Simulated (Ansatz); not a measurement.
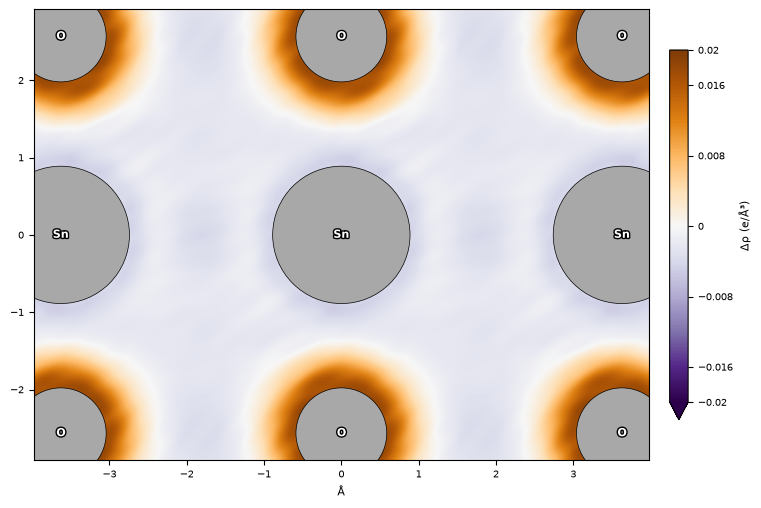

SnO. Difference of the valence pseudo-densities of two functionals at the same geometry, on the (011̄) plane of the calculation cell: one of PBE and r2SCAN less the other.

Both computed with Ansatz (plane waves, PAW), on the same k-point mesh. Grey discs cover the atomic cores.

```
CELL_PARAMETERS angstrom
0.00000 2.56615 2.56615
2.56615 0.00000 2.56615
2.56615 2.56615 0.00000
ATOMIC_POSITIONS crystal
Sn 0.00000 0.00000 0.00000
O 0.50000 0.50000 0.50000
```

**Which was subtracted from which, and what does the map show?**

It is r2SCAN less PBE. Against PBE, r2SCAN gives more density around O (+0.014 e/Å³ on average at 0.7 Å from the nucleus).
